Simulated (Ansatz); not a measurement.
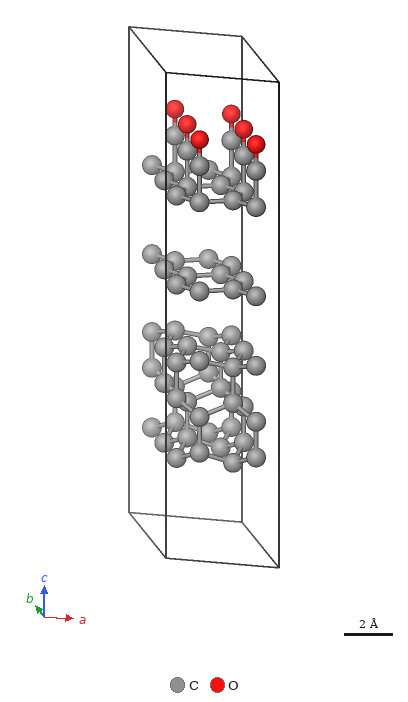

**Figure 1.** The starting structure (ball-and-stick view of the 2 × 3 repeat of the cell, with the vacuum cut short, seen slightly off an axis). An atom can appear more than once, as a periodic image. Near neighbours in the periodic cell (some may lie outside the picture): C has 3 C at 1.44 to 1.53 Å; C has 4 C at 1.44 to 1.58 Å; C has 1 C at 1.58 Å and 1 O at 1.15 Å; O has 1 C at 1.15 Å.

Geometry relaxation, with input and output: C₁₁O (part 1 of 3)

- system: C₁₁O (slab, 12 atoms in the cell)
- method: DFT PBEsol, scalar-relativistic, plane waves, PAW, no spin polarisation (Ansatz 0.2.0)

The structure derives from an entry of the Crystallography Open Database. The input holds or restrains some coordinates. Forces given for the steps count only the free coordinates. It belongs to a series of runs on one base structure; here: CO put at a top C site.

### Log
```
Engine: ansatz 0.2.0, x86_64-unknown-linux-gnu
Pseudopotentials: kind: paw
Pseudopotential: C, paw, valence charge 4, recommended cutoff 420 eV (normal), C.paw.azcp
Pseudopotential: O, paw, valence charge 6, recommended cutoff 420 eV (normal), O.paw.azcp
Functional definition: PBEsol
  exchange = pbesol_x
  correlation = pbesol_c
Crystal: 12 atoms, lattice volume = 156.787 Å³
Basis set: ecut = 420 eV, 3031 PW (Γ), exchange–correlation on 36×36×400 points (8 copies of the dense FFT grid, shifted against one another)
Bands: 37, of which v1, the nominal top of the filled ones, is band 25 counted from 1 (24 counted from 0)
Symmetry: 6 space group operations
Space group: P3m1 (ITA 156), of the structure as read, at distance tolerance 5.4e-5 Å
k-points: 19 of 144 (time reversal used)
Non-local potential: C, projectors of the file, l = 0: 2, l = 1: 2, l = 2: 1
Non-local potential: O, projectors of the file, l = 0: 2, l = 1: 2, l = 2: 1
PAW form: soft (Blöchl's): semilocal exchange-correlation on the pseudo side does not see the compensation charge
PAW frozen core: C, regenerated for the run's functional, and the local potential with it (the file was generated under x = pbe(κ = 0.804, μ = 0.2195149727645171), c = pbe(β = 0.06672455060314922))
PAW frozen core: O, regenerated for the run's functional, and the local potential with it (the file was generated under x = pbe(κ = 0.804, μ = 0.2195149727645171), c = pbe(β = 0.06672455060314922))
PAW one-centre angular grid: C, 110 points (default); XC on 64 Gauss nodes
PAW one-centre angular grid: O, 110 points (default); XC on 64 Gauss nodes
Initial density: superposition of atomic densities (neutral atoms: chi_scale 0, normalization atom), corrected by the library's trained network
Initial wavefunctions: pseudopotential atomic-orbital guess
Functional: x = pbesol(κ = 0.804, μ = 0.12345679012345678), c = pbesol(β = 0.046)
SCF iter   1: F=—  HF=-3265.031713 eV  |F-HF|=—  |Δ(HF+E_count)|=         —  Δρ=3.43e-2  dr2=3.88e1  ethr=1.77e-3  p=-0.031 e·Å  D=-3.58e-2 V/Å  ΔV_dip=1.04 eV  dr2_dipole=2.06e1  V_vac-E_F(+/−)=7.70/6.67 eV  ⟨swp⟩=8.7  Hψ=4280  notcnv=0  defer=33
efield: sawtooth ramp at fractional position 0.0175 (placed from the atoms, in the widest stretch of the axis that holds none; the zero of the levels goes with the place), width 0.0400; the density the first Hamiltonian is built on has a dipole p = -0.031 e·Å; the dipole correction subtracts the counter field D = -3.58e-2 V/Å, which shifts the + side's vacuum level by +1.04 eV against the − side's; the planar-averaged density in the ramp window peaks in size at 2.1e-4 e/Å³
preconditioner: auto → LDOS  [metal: Δε(μ)=0.032 eV  Ē_g=15.361 eV  σ=0.050 eV  W_gap=0.33  n_scr=20 (ndim 8)  ℏωp=21.0 eV  f_vac=0.422  D(μ)=5.14/eV (n_scr^D=22)  β→1.0]
SCF iter   2: F=—  HF=-3264.310083 eV  |F-HF|=—  |Δ(HF+E_count)|=   7.22e-1  Δρ=1.97e-2  dr2=5.40e0  ethr=1.77e-3  p=0.015 e·Å  D=1.68e-2 V/Å  ΔV_dip=-0.49 eV  dr2_dipole=1.31e0  V_vac-E_F(+/−)=5.71/6.20 eV  ⟨swp⟩=2.5  Hψ=1280  notcnv=0  defer=104
SCF iter   3: F=—  HF=-3264.824615 eV  |F-HF|=—  |Δ(HF+E_count)|=   5.15e-1  Δρ=3.99e-2  dr2=3.10e1  ethr=1.77e-3  p=0.028 e·Å  D=3.26e-2 V/Å  ΔV_dip=-0.95 eV  dr2_dipole=8.54e0  V_vac-E_F(+/−)=6.05/7.00 eV  ⟨swp⟩=2.5  Hψ=1235  notcnv=0  defer=109  recentre
SCF iter   4: F=—  HF=-3264.247798 eV  |F-HF|=—  |Δ(HF+E_count)|=   5.77e-1  Δρ=7.56e-3  dr2=8.33e-1  ethr=1.77e-3  p=0.011 e·Å  D=1.25e-2 V/Å  ΔV_dip=-0.36 eV  dr2_dipole=1.78e-1  V_vac-E_F(+/−)=5.76/6.12 eV  ⟨swp⟩=2.2  Hψ=1080  notcnv=0  defer=111
SCF iter   5: F=—  HF=-3264.243906 eV  |F-HF|=—  |Δ(HF+E_count)|=   3.89e-3  Δρ=2.91e-3  dr2=8.47e-2  ethr=1.67e-3  p=0.018 e·Å  D=2.04e-2 V/Å  ΔV_dip=-0.59 eV  dr2_dipole=8.21e-2  V_vac-E_F(+/−)=5.56/6.16 eV  ⟨swp⟩=1.2  Hψ=725  notcnv=0  defer=110
SCF iter   6: F=—  HF=-3264.242868 eV  |F-HF|=—  |Δ(HF+E_count)|=   1.04e-3  Δρ=1.23e-3  dr2=2.46e-2  ethr=1.69e-4  p=0.013 e·Å  D=1.55e-2 V/Å  ΔV_dip=-0.45 eV  dr2_dipole=1.44e-2  V_vac-E_F(+/−)=5.68/6.13 eV  ⟨swp⟩=2.4  Hψ=912  notcnv=0  defer=109
SCF iter   7: F=—  HF=-3264.242852 eV  |F-HF|=—  |Δ(HF+E_count)|=   1.56e-5  Δρ=5.97e-4  dr2=4.43e-3  ethr=4.92e-5  p=0.013 e·Å  D=1.48e-2 V/Å  ΔV_dip=-0.43 eV  dr2_dipole=8.25e-5  V_vac-E_F(+/−)=5.68/6.11 eV  ⟨swp⟩=2.1  Hψ=703  notcnv=0  defer=108
SCF iter   8: F=—  HF=-3264.242889 eV  |F-HF|=—  |Δ(HF+E_count)|=   3.66e-5  Δρ=8.47e-4  dr2=1.40e-2  ethr=8.87e-6  p=0.013 e·Å  D=1.48e-2 V/Å  ΔV_dip=-0.43 eV  dr2_dipole=7.07e-3  V_vac-E_F(+/−)=5.68/6.11 eV  ⟨swp⟩=2.2  Hψ=779  notcnv=0  defer=108
SCF iter   9: F=—  HF=-3264.242854 eV  |F-HF|=—  |Δ(HF+E_count)|=   3.51e-5  Δρ=2.05e-4  dr2=6.51e-4  ethr=8.87e-6  p=0.012 e·Å  D=1.39e-2 V/Å  ΔV_dip=-0.40 eV  dr2_dipole=3.96e-4  V_vac-E_F(+/−)=5.70/6.10 eV  ⟨swp⟩=1.4  Hψ=640  notcnv=0  defer=108
SCF iter  10: F=—  HF=-3264.242846 eV  |F-HF|=—  |Δ(HF+E_count)|=   7.35e-6  Δρ=4.89e-5  dr2=5.02e-5  ethr=1.30e-6  p=0.012 e·Å  D=1.35e-2 V/Å  ΔV_dip=-0.39 eV  dr2_dipole=6.30e-6  V_vac-E_F(+/−)=5.70/6.09 eV  ⟨swp⟩=1.7  Hψ=695  notcnv=0  defer=108
SCF iter  11: F=-3264.242847 eV  HF=-3264.242849 eV  |F-HF|=1.98e-6  |Δ(HF+E_count)|=   2.50e-6  Δρ=1.89e-5  dr2=2.62e-6  ethr=4.50e-8  p=0.012 e·Å  D=1.34e-2 V/Å  ΔV_dip=-0.39 eV  dr2_dipole=6.44e-8  V_vac-E_F(+/−)=5.70/6.09 eV  ⟨swp⟩=27.6  Hψ=7957  notcnv=0
SCF 1 converged in 11 iterations: F = -3264.242847 eV  dr2 = 2.62e-6
  greatest PAW one-centre occupation: 0.896 electrons in one spin orbital (limit 2), on the O atom at site 11 (counted from 0), in its partial waves of l = 0
relax step   1: F+E_penalty+E_count = -3264.24284689 eV  Δ(F+E_penalty+E_count) = +0.000e0 eV  max|allowed force component| = 4.720e0 eV/Å  Δτ_max = 0.0000 Å  (11 SCF iters, dr2 threshold 2.25e-5 eV, accepted)
Initial density: handed on by an earlier stage of this run
Initial wavefunctions: those handed on with the density
iter 1 solved again at ethr=9.28e-4 eV; its pass at ethr=3.10e-3 eV (dr2=4.64e-1 eV) is discarded
SCF iter   1: F=—  HF=-3264.964997 eV  |F-HF|=—  |Δ(HF+E_count)|=         —  Δρ=1.17e-2  dr2=4.74e-1  ethr=9.28e-4  p=0.012 e·Å  D=1.34e-2 V/Å  ΔV_dip=-0.39 eV  dr2_dipole=3.26e-2  V_vac-E_F(+/−)=5.70/6.09 eV  ⟨swp⟩=1.0  Hψ=3015  notcnv=0  defer=61
efield: sawtooth ramp at fractional position 0.0175 (handed on by an earlier solve), width 0.0400; the density the first Hamiltonian is built on has a dipole p = 0.012 e·Å; the dipole correction subtracts the counter field D = 1.34e-2 V/Å, which shifts the + side's vacuum level by -0.39 eV against the − side's; the planar-averaged density in the ramp window peaks in size at 2.9e-6 e/Å³
preconditioner: auto → LDOS  [insulator: Δε(μ)=0.051 eV  Ē_g=15.258 eV  σ=0.050 eV  W_gap=0.52  n_scr=20 (ndim 8)  ℏωp=21.0 eV  f_vac=0.416  D(μ)=1.54/eV (n_scr^D=12)  ε∞_Penn≈2.9  β→1.0]
SCF iter   2: F=—  HF=-3265.666518 eV  |F-HF|=—  |Δ(HF+E_count)|=   7.02e-1  Δρ=3.24e-2  dr2=1.02e1  ethr=9.28e-4  p=0.033 e·Å  D=3.75e-2 V/Å  ΔV_dip=-1.09 eV  dr2_dipole=8.83e-3  V_vac-E_F(+/−)=4.94/6.03 eV  ⟨swp⟩=4.5  Hψ=1734  notcnv=0  defer=73  recentre
SCF iter   3: F=—  HF=-3264.914319 eV  |F-HF|=—  |Δ(HF+E_count)|=   7.52e-1  Δρ=6.18e-3  dr2=9.72e-2  ethr=9.28e-4  p=0.013 e·Å  D=1.49e-2 V/Å  ΔV_dip=-0.43 eV  dr2_dipole=1.16e-3  V_vac-E_F(+/−)=5.66/6.10 eV  ⟨swp⟩=3.7  Hψ=1577  notcnv=0  defer=74
SCF iter   4: F=—  HF=-3264.899327 eV  |F-HF|=—  |Δ(HF+E_count)|=   1.50e-2  Δρ=8.65e-4  dr2=9.08e-3  ethr=1.94e-4  p=0.013 e·Å  D=1.55e-2 V/Å  ΔV_dip=-0.45 eV  dr2_dipole=7.40e-3  V_vac-E_F(+/−)=5.65/6.10 eV  ⟨swp⟩=2.4  Hψ=1131  notcnv=0  defer=84
SCF iter   5: F=—  HF=-3264.899492 eV  |F-HF|=—  |Δ(HF+E_count)|=   1.65e-4  Δρ=8.91e-4  dr2=4.51e-3  ethr=1.82e-5  p=0.013 e·Å  D=1.46e-2 V/Å  ΔV_dip=-0.42 eV  dr2_dipole=7.04e-7  V_vac-E_F(+/−)=5.67/6.09 eV  ⟨swp⟩=2.0  Hψ=921  notcnv=0  defer=84
SCF iter   6: F=—  HF=-3264.899176 eV  |F-HF|=—  |Δ(HF+E_count)|=   3.16e-4  Δρ=3.06e-4  dr2=1.91e-3  ethr=9.02e-6  p=0.013 e·Å  D=1.47e-2 V/Å  ΔV_dip=-0.43 eV  dr2_dipole=1.16e-3  V_vac-E_F(+/−)=5.67/6.09 eV  ⟨swp⟩=2.0  Hψ=856  notcnv=0  defer=84
SCF iter   7: F=—  HF=-3264.899160 eV  |F-HF|=—  |Δ(HF+E_count)|=   1.61e-5  Δρ=1.10e-4  dr2=2.96e-4  ethr=3.83e-6  p=0.013 e·Å  D=1.47e-2 V/Å  ΔV_dip=-0.43 eV  dr2_dipole=1.95e-4  V_vac-E_F(+/−)=5.67/6.09 eV  ⟨swp⟩=1.1  Hψ=603  notcnv=0  defer=84
SCF iter   8: F=-3264.899017 eV  HF=-3264.899154 eV  |F-HF|=1.37e-4  |Δ(HF+E_count)|=   5.95e-6  Δρ=5.70e-5  dr2=8.32e-5  ethr=2.00e-7  p=0.013 e·Å  D=1.47e-2 V/Å  ΔV_dip=-0.43 eV  dr2_dipole=6.06e-5  V_vac-E_F(+/−)=5.67/6.09 eV  ⟨swp⟩=25.8  Hψ=8074  notcnv=0
SCF iter   9: F=-3264.899147 eV  HF=-3264.899155 eV  |F-HF|=8.30e-6  |Δ(HF+E_count)|=   8.06e-7  Δρ=2.43e-5  dr2=6.02e-6  ethr=1.66e-7  p=0.013 e·Å  D=1.46e-2 V/Å  ΔV_dip=-0.42 eV  dr2_dipole=3.84e-6  V_vac-E_F(+/−)=5.67/6.09 eV  ⟨swp⟩=17.1  Hψ=6386  notcnv=0
SCF 2 converged in 9 iterations: F = -3264.899147 eV  dr2 = 6.02e-6
  greatest PAW one-centre occupation: 0.894 electrons in one spin orbital (limit 2), on the O atom at site 11 (counted from 0), in its partial waves of l = 0
relax step   2: F+E_penalty+E_count = -3264.89914683 eV  Δ(F+E_penalty+E_count) = -6.563e-1 eV  max|allowed force component| = 2.568e0 eV/Å  Δτ_max = 0.1515 Å  (9 SCF iters, dr2 threshold 1.00e-4 eV, accepted)
[... from here on the SCF iterations and repeated set-up lines of each step are left out, up to the last step ...]
SCF 3 converged in 10 iterations: F = -3265.079585 eV  dr2 = 6.20e-6
relax step   3: F+E_penalty+E_count = -3265.07958501 eV  Δ(F+E_penalty+E_count) = -1.804e-1 eV  max|allowed force component| = 4.755e0 eV/Å  Δτ_max = 0.1437 Å  (10 SCF iters, dr2 threshold 1.00e-4 eV, accepted)
SCF 4 converged in 14 iterations: F = -3265.246988 eV  dr2 = 1.32e-5
relax step   4: F+E_penalty+E_count = -3265.24698842 eV  Δ(F+E_penalty+E_count) = -1.674e-1 eV  max|allowed force component| = 1.792e0 eV/Å  Δτ_max = 0.0846 Å  (14 SCF iters, dr2 threshold 1.00e-4 eV, accepted)
SCF 5 converged in 11 iterations: F = -3265.714630 eV  dr2 = 4.21e-5
relax step   5: F+E_penalty+E_count = -3265.71462978 eV  Δ(F+E_penalty+E_count) = -4.676e-1 eV  max|allowed force component| = 1.935e0 eV/Å  Δτ_max = 0.1960 Å  (11 SCF iters, dr2 threshold 1.00e-4 eV, accepted)
SCF 6 converged in 8 iterations: F = -3266.108148 eV  dr2 = 1.31e-6
relax step   6: F+E_penalty+E_count = -3266.10814785 eV  Δ(F+E_penalty+E_count) = -3.935e-1 eV  max|allowed force component| = 2.131e0 eV/Å  Δτ_max = 0.1959 Å  (8 SCF iters, dr2 threshold 1.00e-4 eV, accepted)
SCF 7 converged in 11 iterations: F = -3266.374978 eV  dr2 = 2.18e-5
relax step   7: F+E_penalty+E_count = -3266.37497757 eV  Δ(F+E_penalty+E_count) = -2.668e-1 eV  max|allowed force component| = 1.984e0 eV/Å  Δτ_max = 0.1958 Å  (11 SCF iters, dr2 threshold 1.00e-4 eV, accepted)
SCF 8 converged in 7 iterations: F = -3266.479030 eV  dr2 = 1.83e-5
relax step   8: F+E_penalty+E_count = -3266.47903006 eV  Δ(F+E_penalty+E_count) = -1.041e-1 eV  max|allowed force component| = 6.992e-1 eV/Å  Δτ_max = 0.2000 Å  (7 SCF iters, dr2 threshold 1.00e-4 eV, accepted)
SCF 9 converged in 8 iterations: F = -3266.525847 eV  dr2 = 1.98e-5
relax step   9: F+E_penalty+E_count = -3266.52584698 eV  Δ(F+E_penalty+E_count) = -4.682e-2 eV  max|allowed force component| = 2.651e-1 eV/Å  Δτ_max = 0.1923 Å  (8 SCF iters, dr2 threshold 6.07e-5 eV, accepted)
SCF 10 converged in 10 iterations: F = -3266.545957 eV  dr2 = 4.71e-7
relax step  10: F+E_penalty+E_count = -3266.54595713 eV  Δ(F+E_penalty+E_count) = -2.011e-2 eV  max|allowed force component| = 7.764e-2 eV/Å  Δτ_max = 0.2000 Å  (10 SCF iters, dr2 threshold 8.73e-6 eV, accepted)
SCF 11 converged in 11 iterations: F = -3266.557062 eV  dr2 = 4.74e-8
relax step  11: F+E_penalty+E_count = -3266.55706160 eV  Δ(F+E_penalty+E_count) = -1.110e-2 eV  max|allowed force component| = 1.567e-1 eV/Å  Δτ_max = 0.1948 Å  (11 SCF iters, accepted)
SCF 12 converged in 11 iterations: F = -3266.562745 eV  dr2 = 4.67e-8
relax step  12: F+E_penalty+E_count = -3266.56274509 eV  Δ(F+E_penalty+E_count) = -5.683e-3 eV  max|allowed force component| = 6.703e-1 eV/Å  Δτ_max = 0.1954 Å  (11 SCF iters, dr2 threshold 2.11e-6 eV, accepted)
SCF 13 converged in 8 iterations: F = -3266.569468 eV  dr2 = 2.58e-6
relax step  13: F+E_penalty+E_count = -3266.56946831 eV  Δ(F+E_penalty+E_count) = -6.723e-3 eV  max|allowed force component| = 2.361e-1 eV/Å  Δτ_max = 0.1943 Å  (8 SCF iters, dr2 threshold 1.00e-4 eV, accepted)
SCF 14 converged in 9 iterations: F = -3266.572418 eV  dr2 = 1.10e-6
relax step  14: F+E_penalty+E_count = -3266.57241822 eV  Δ(F+E_penalty+E_count) = -2.950e-3 eV  max|allowed force component| = 5.486e-2 eV/Å  Δτ_max = 0.1969 Å  (9 SCF iters, dr2 threshold 6.92e-6 eV, accepted)
SCF 15 converged in 12 iterations: F = -3266.573798 eV  dr2 = 7.71e-10
relax step  15: F+E_penalty+E_count = -3266.57379808 eV  Δ(F+E_penalty+E_count) = -1.380e-3 eV  max|allowed force component| = 4.188e-2 eV/Å  Δτ_max = 0.1968 Å  (12 SCF iters, accepted)
SCF 16 converged in 11 iterations: F = -3266.574123 eV  dr2 = 5.89e-10
relax step  16: F+E_penalty+E_count = -3266.57412287 eV  Δ(F+E_penalty+E_count) = -3.248e-4 eV  max|allowed force component| = 2.302e-2 eV/Å  Δτ_max = 0.0917 Å  (11 SCF iters, accepted)
SCF iter   1: F=—  HF=-3266.582645 eV  |F-HF|=—  |Δ(HF+E_count)|=         —  Δρ=6.32e-3  dr2=3.23e-2  ethr=5.91e-4  p=0.010 e·Å  D=1.13e-2 V/Å  ΔV_dip=-0.33 eV  dr2_dipole=3.30e-3  V_vac-E_F(+/−)=5.77/6.09 eV  ⟨swp⟩=3.5  Hψ=1756  notcnv=0  defer=75
efield: sawtooth ramp at fractional position 0.0175 (handed on by an earlier solve), width 0.0400; the density the first Hamiltonian is built on has a dipole p = 0.010 e·Å; the dipole correction subtracts the counter field D = 1.13e-2 V/Å, which shifts the + side's vacuum level by -0.33 eV against the − side's; the planar-averaged density in the ramp window peaks in size at 4.9e-6 e/Å³
preconditioner: auto → LDOS  [metal: Δε(μ)=0.041 eV  Ē_g=15.066 eV  σ=0.050 eV  W_gap=0.44  n_scr=20 (ndim 8)  ℏωp=21.0 eV  f_vac=0.373  D(μ)=1.85/eV (n_scr^D=12)  β→1.0]
SCF iter   2: F=—  HF=-3266.582637 eV  |F-HF|=—  |Δ(HF+E_count)|=   7.74e-6  Δρ=2.90e-3  dr2=3.23e-2  ethr=6.46e-5  p=0.009 e·Å  D=1.06e-2 V/Å  ΔV_dip=-0.31 eV  dr2_dipole=3.56e-4  V_vac-E_F(+/−)=5.79/6.09 eV  ⟨swp⟩=3.0  Hψ=1570  notcnv=0  defer=85
SCF iter   3: F=—  HF=-3266.574488 eV  |F-HF|=—  |Δ(HF+E_count)|=   8.15e-3  Δρ=6.12e-4  dr2=3.02e-3  ethr=6.46e-5  p=0.010 e·Å  D=1.10e-2 V/Å  ΔV_dip=-0.32 eV  dr2_dipole=8.51e-5  V_vac-E_F(+/−)=5.77/6.09 eV  ⟨swp⟩=2.8  Hψ=1096  notcnv=0  defer=85
SCF iter   4: F=—  HF=-3266.574226 eV  |F-HF|=—  |Δ(HF+E_count)|=   2.62e-4  Δρ=2.90e-4  dr2=8.26e-4  ethr=6.03e-6  p=0.010 e·Å  D=1.12e-2 V/Å  ΔV_dip=-0.32 eV  dr2_dipole=6.13e-4  V_vac-E_F(+/−)=5.77/6.09 eV  ⟨swp⟩=2.0  Hψ=818  notcnv=0  defer=85
SCF iter   5: F=—  HF=-3266.574202 eV  |F-HF|=—  |Δ(HF+E_count)|=   2.42e-5  Δρ=8.51e-5  dr2=6.90e-5  ethr=1.65e-6  p=0.010 e·Å  D=1.11e-2 V/Å  ΔV_dip=-0.32 eV  dr2_dipole=2.51e-5  V_vac-E_F(+/−)=5.77/6.09 eV  ⟨swp⟩=1.2  Hψ=601  notcnv=0  defer=85
SCF iter   6: F=—  HF=-3266.574193 eV  |F-HF|=—  |Δ(HF+E_count)|=   8.85e-6  Δρ=4.52e-5  dr2=3.41e-5  ethr=1.38e-7  p=0.010 e·Å  D=1.12e-2 V/Å  ΔV_dip=-0.32 eV  dr2_dipole=2.14e-5  V_vac-E_F(+/−)=5.77/6.09 eV  ⟨swp⟩=1.9  Hψ=825  notcnv=0  defer=85
SCF iter   7: F=—  HF=-3266.574193 eV  |F-HF|=—  |Δ(HF+E_count)|=   1.25e-7  Δρ=1.14e-5  dr2=8.30e-7  ethr=6.83e-8  p=0.010 e·Å  D=1.12e-2 V/Å  ΔV_dip=-0.33 eV  dr2_dipole=2.78e-7  V_vac-E_F(+/−)=5.77/6.09 eV  ⟨swp⟩=1.1  Hψ=612  notcnv=0  defer=85
SCF iter   8: F=-3266.574193 eV  HF=-3266.574193 eV  |F-HF|=6.38e-8  |Δ(HF+E_count)|=   5.74e-8  Δρ=4.39e-6  dr2=4.35e-8  ethr=2.00e-10  p=0.010 e·Å  D=1.12e-2 V/Å  ΔV_dip=-0.33 eV  dr2_dipole=2.65e-9  V_vac-E_F(+/−)=5.77/6.09 eV  ⟨swp⟩=19.3  Hψ=6558  notcnv=0
SCF 17 converged in 8 iterations: F = -3266.574193 eV  dr2 = 4.35e-8
relax step  17: F+E_penalty+E_count = -3266.57419330 eV  Δ(F+E_penalty+E_count) = -7.043e-5 eV  max|allowed force component| = 1.053e-2 eV/Å  Δτ_max = 0.0330 Å  (8 SCF iters, accepted)
```
